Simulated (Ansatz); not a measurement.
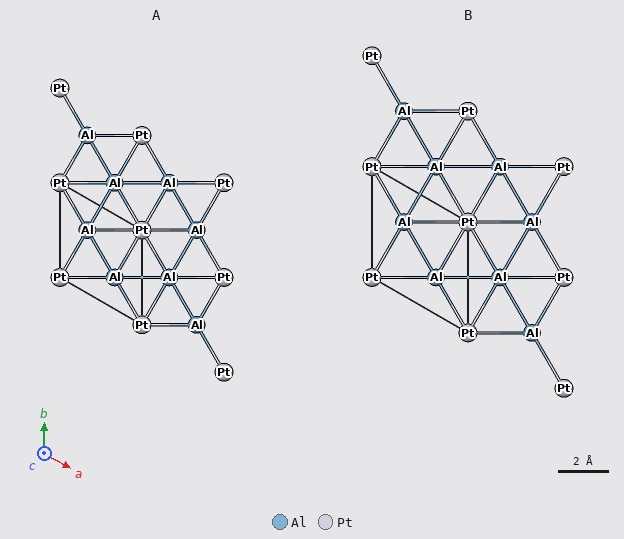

Two geometries of a crystal of Al3Pt (a generated structure, set up in P6/mmm) (coarse preliminary run), drawn at one scale. One is the start of a relaxation, the other its converged end. Style: ball-and-stick. Shown: the cell of the calculation, repeated 2 × 2 × 1 with one cell outlined, along the c axis.

All numbers below come from DFT PBE, scalar-relativistic, plane waves, PAW in Ansatz 0.2.0. (plane-wave cutoff 420 eV; k-point mesh 6 × 6 × 4; occupations gaussian; smearing width 0.1 eV; no spin polarisation; cell and atoms relaxed; force threshold 0.04 eV/Å; at most 70 steps)

**Which one is relaxed?**

Structure B is the relaxed one. The energy falls by 5.751 eV per cell of the calculation in 6 accepted moves (8 points after the start). All forces vanish by symmetry, so only the cell relaxes. The pressure goes from 63.11 to 0.08 GPa. The SCF was repeated twice at an unchanged geometry on a basis and grid sized afresh for the cell, which shifted the energy by 67.0 meV per cell of the calculation at most. The atoms keep their places relative to the cell (all moves are under 0.005 Å). Cell: a = b 3.801 → 4.450 Å (+17.1 %), c 5.341 → 4.906 Å (−8.1 %). Volume +25.9 %. Among the contacts that change: Al–Pt 2.194 → 2.569 Å, Al–Al 2.194 → 2.569 Å, Al–Pt 2.670 → 2.453 Å. The space group stays P6/mmm (No. 191).
